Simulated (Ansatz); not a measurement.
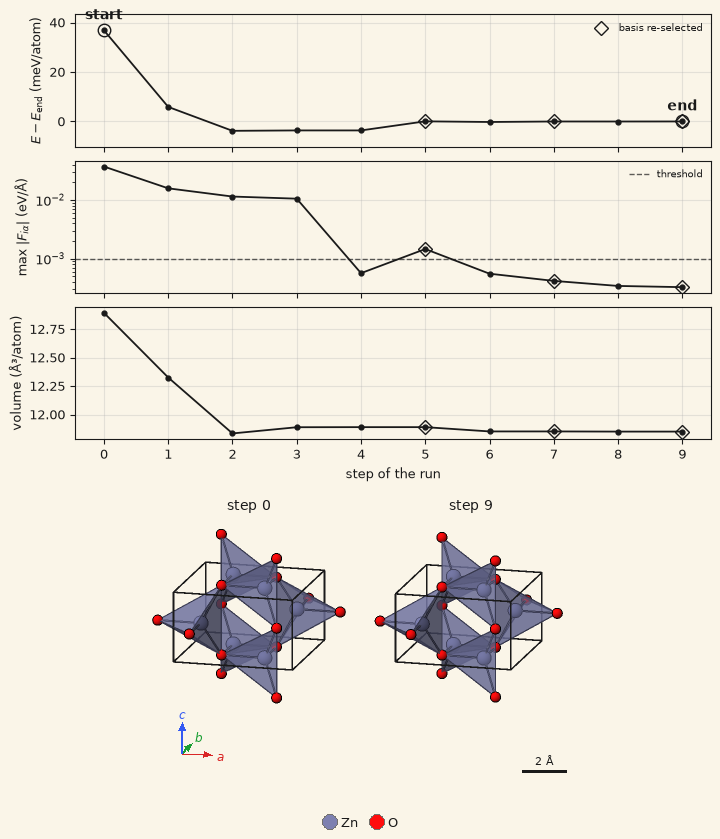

First and last geometry of a relaxation of a crystal of ZnO (set up in P4_2/mnm), with the history of the run. The picture is a polyhedral view of the cell of the calculation, seen slightly off an axis.

Case: relaxed under LDA.

Level of theory: DFT LDA, scalar-relativistic, plane waves, PAW (Ansatz).

Input
```yaml
crystal:
  lattice:
    - [5.6084659101, 0.0, 0.0]
    - [0.0, 5.6084659101, 0.0]
    - [0.0, 0.0, 3.2791201825]
  atoms:
    - { symbol: Zn, position: [0.1816771479, 0.1816771479, 0.5] }
    - { symbol: Zn, position: [0.8183228521, 0.8183228521, 0.5] }
    - { symbol: Zn, position: [0.6816771479, 0.3183228521, 0.0] }
    - { symbol: Zn, position: [0.3183228521, 0.6816771479, 0.0] }
    - { symbol: O, position: [0.8184281459, 0.1815718541, 0.5] }
    - { symbol: O, position: [0.1815718541, 0.8184281459, 0.5] }
    - { symbol: O, position: [0.6815718541, 0.6815718541, 0.0] }
    - { symbol: O, position: [0.3184281459, 0.3184281459, 0.0] }
basis:
  ecutwfc: 420
kpoints:
  mp_grid: { grid: [6, 6, 8] }
hamiltonian:
  xc: lda
scf:
  occupations: { method: fixed }
output:
  forces: true
  stress: true
  eigenvalues: true
  write_density: true
  write_potential: true
  elf: true
  volumetric_format: npy
relax:
  adjacent_minimum: "off"
  f_tol: 0.001
  max_steps: 60
  cell: { stress_tol: 0.01 }
```

Command:
```bash
ansatz run input.yaml --threads 2 --pin off --max-ram 7168MiB --backend cpu --events-out ev --progress --plain --runs-dir out
```

### Did the run converge, and what did it change?

It converged. Over 6 accepted moves (9 points after the start) the energy falls by 36.8 meV per atom. The largest force component goes from 0.037 to 0.00033 eV/Å. Pressure: −10.60 GPa at the start and 0.00 GPa at the end. The SCF was repeated 3 times at an unchanged geometry on a basis and grid sized afresh for the cell, which shifted the energy by 3.7 meV per atom at most. The largest moves relative to the cell, 0.004 Å, are those of 8 atoms (Zn1, Zn2, Zn3, Zn4 and others). O7 goes along [1 1 0]. By element the largest moves are O 0.004 Å, Zn 0.004 Å. The volume changes by −8.1 %, with a = b 5.608 → 5.440 Å (−3.0 %), c 3.279 → 3.204 Å (−2.3 %). Near-neighbour distances that change, for instance: Zn1–O5 2.037 → 1.982 Å, Zn1–O8 1.966 → 1.912 Å. The space group stays P4_2/mnm (No. 136).
